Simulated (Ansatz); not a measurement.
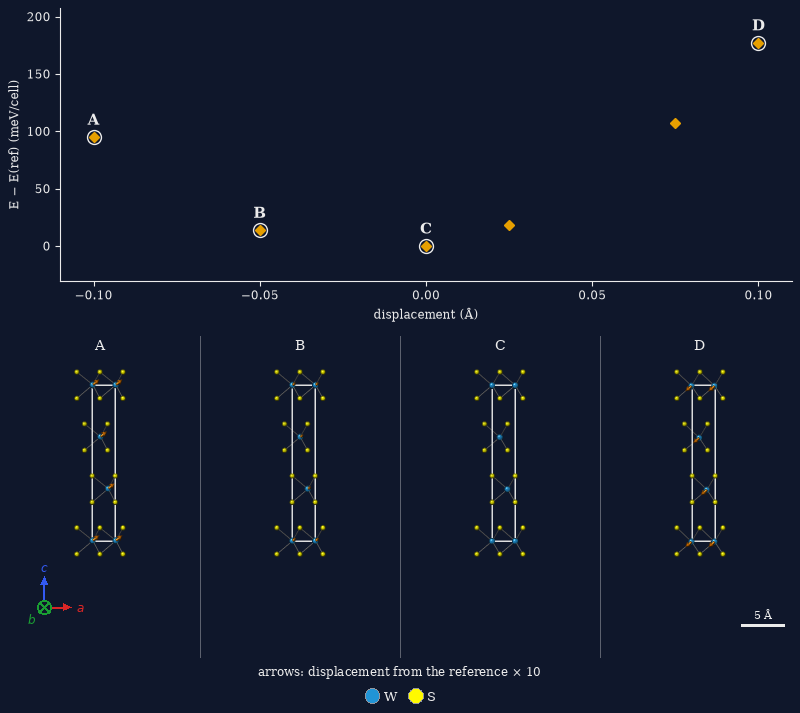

Solid WS2 (R3m): the whole W sublattice is shifted rigidly, towards the nearest copy of atom 2 (S) at 2.391 Å, all else fixed. The lettered frames are marked on the plot. Style: ball-and-stick. Shown: the conventional cell (3 times the calculation's cell), along the b axis. Orange arrows: displacements from the reference. Lengths and directions refer to the drawn axes.

Level of theory: Ansatz 0.2.0, DFT r2SCAN, scalar-relativistic, plane waves, PAW. Set-up: plane-wave cutoff 500 eV; k-point mesh 12 × 12 × 12; occupations gaussian; smearing width 0.05 eV; no spin polarisation. Energies (free energies at the smearing named) are counted from the cell as listed in its source, which wasn't relaxed.

Question: What does the scan show?

Answer: The lowest computed point lies at the displacement 0.00 Å (0.0 meV/cell). The curvature at zero is about 27 eV/Å² per cell. The well is lopsided: at ±0.100 Å the energy is 1.9 times higher on the positive side. At the highest point the shortest interatomic distance is 2.29 Å, against 2.39 Å in the reference. The distortion takes the space group from R3m to Cm.
